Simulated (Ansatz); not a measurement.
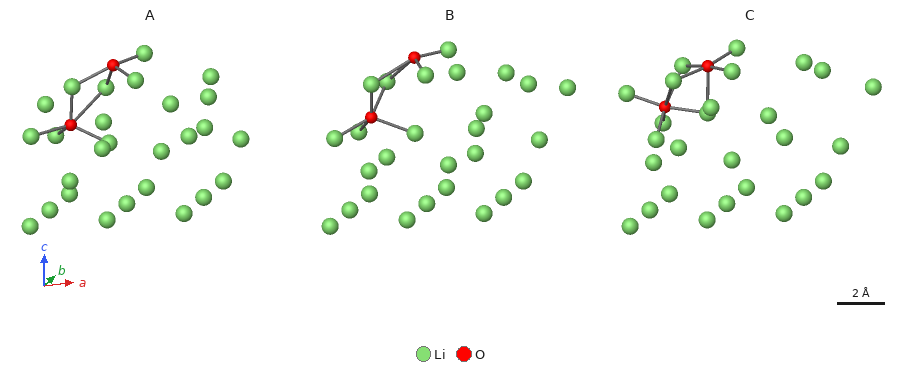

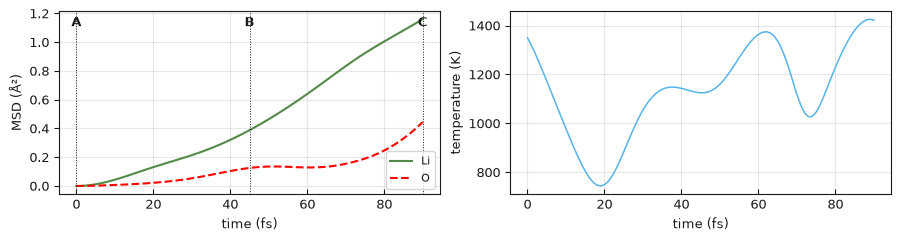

Molecular dynamics of O2 on Li(110) (29 atoms in the cell), 90 fs long. It starts from the last geometry of an earlier run, with fresh velocities. Frames (A at 0 fs, B at 45 fs, C at 90 fs) and the history of the run. Style: ball-and-stick. Shown: the simulation cell, with the vacuum cut short, slightly off an axis. Atoms that leave the cell re-enter on the other side. Bonds to atoms that aren't drawn are left out.

All numbers below come from DFT PBE, scalar-relativistic, plane waves, PAW (Ansatz). Settings: plane-wave cutoff 420 eV; k-point mesh 2 × 2 × 1; Fermi-Dirac smearing 0.15 eV; spin collinear; 9 atoms held fixed; Nosé-Hoover thermostat (NVT); set temperature 1350 K; time step 1 fs; thermostat time 200.0 fs.

Input file:
```yaml
crystal:
  lattice:
    - [10.47, 0.0, 0.0]
    - [5.235, 7.403408, 0.0]
    - [0.0, 0.0, 17.935605]
  atoms:
    - { symbol: Li, position: [0.0, 0.0, 0.055755] }
    - { symbol: Li, position: [0.3333333, 0.0, 0.055755] }
    - { symbol: Li, position: [0.6666667, 0.0, 0.055755] }
    - { symbol: Li, position: [0.0, 0.3333333, 0.055755] }
    - { symbol: Li, position: [0.3333333, 0.3333333, 0.055755] }
    - { symbol: Li, position: [0.6666667, 0.3333333, 0.055755] }
    - { symbol: Li, position: [0.0, 0.6666667, 0.055755] }
    - { symbol: Li, position: [0.3333333, 0.6666667, 0.055755] }
    - { symbol: Li, position: [0.6666667, 0.6666667, 0.055755] }
    - { symbol: Li, position: [-0.16976511, 0.32312742, 0.1927827] }
    - { symbol: Li, position: [0.22397152, 0.34561183, 0.19508681] }
    - { symbol: Li, position: [0.48787034, 0.31440769, 0.17963683] }
    - { symbol: Li, position: [-0.17734034, 0.70869768, 0.2005394] }
    - { symbol: Li, position: [0.17879715, 0.63598562, 0.17624785] }
    - { symbol: Li, position: [0.51866227, 0.66145062, 0.17391026] }
    - { symbol: Li, position: [-0.13248608, 0.95235749, 0.17139417] }
    - { symbol: Li, position: [0.16582048, 1.02545105, 0.15577553] }
    - { symbol: Li, position: [0.50584383, 0.97964072, 0.15751709] }
    - { symbol: Li, position: [0.10732757, -0.13628382, 0.28890825] }
    - { symbol: Li, position: [0.31216166, 0.0202611, 0.29511386] }
    - { symbol: Li, position: [0.58525471, 0.09121173, 0.3183385] }
    - { symbol: Li, position: [-0.00266264, 0.27074124, 0.32349533] }
    - { symbol: Li, position: [0.35239175, 0.40745936, 0.34943674] }
    - { symbol: Li, position: [0.69365861, 0.30682766, 0.30494141] }
    - { symbol: Li, position: [0.00452847, 0.69407308, 0.31604039] }
    - { symbol: Li, position: [0.31417495, 0.70619581, 0.38205191] }
    - { symbol: Li, position: [0.60192778, 0.70709317, 0.3110964] }
    - { symbol: O, position: [-0.01252015, 0.73790784, 0.21759225], spin: 1.0 }
    - { symbol: O, position: [0.19282492, 0.65217135, 0.36502325] }
magnetization:
  spin_polarized: true
basis:
  ecutwfc: 420.0
kpoints:
  mp_grid: { grid: [2, 2, 1] }
hamiltonian:
  xc: pbe
scf:
  occupations: { method: fermi_dirac, width: 0.15 }
  lower_state_search: "off"
md:
  timestep: 1
  n_steps: 90
  ensemble: nvt_nose_hoover
  temperature: 1350.0
  initial_velocities: maxwell_boltzmann
  seed: 673049
  nose_hoover: { tau: 200.0, chain_length: 3 }
  constraints: [{ sites: [0, 1, 2, 3, 4, 5, 6, 7, 8] }]
```

Run as
```bash
ansatz run input.yaml --threads 2 --pin off --max-ram 5120MiB --backend cpu --events-out ev --progress --plain --runs-dir out
```

What happens in this trajectory?

Root-mean-square distances from the starting positions over the second half, with the common drift of all atoms taken out: Li 0.88 Å, O 0.44 Å. The run lasts only 90 fs, too short to tell vibration from diffusion. The mean temperature in the second half is 1243 K (standard deviation 121 K). The potential energy in the second half lies on average 12.3 meV per atom above the first frame. The conserved quantity stays between −0.036 and 0.11 meV per atom of its start. A straight-line fit has a slope that amounts to −0.016 meV per atom over 90 fs (under 0.1 % of the mean kinetic energy), its mean offset in the second half is under 0.1 %, and the ripple about the line is 0.2 % of the kinetic energy's fluctuation. With a drift under 2 % and a ripple under 7 %, the integration is accurate.

Cost: 30 min on 2 threads of Intel(R) Xeon(R) Platinum 8488C (Sapphire Rapids), on a shared host, peak memory 2.3 GiB.
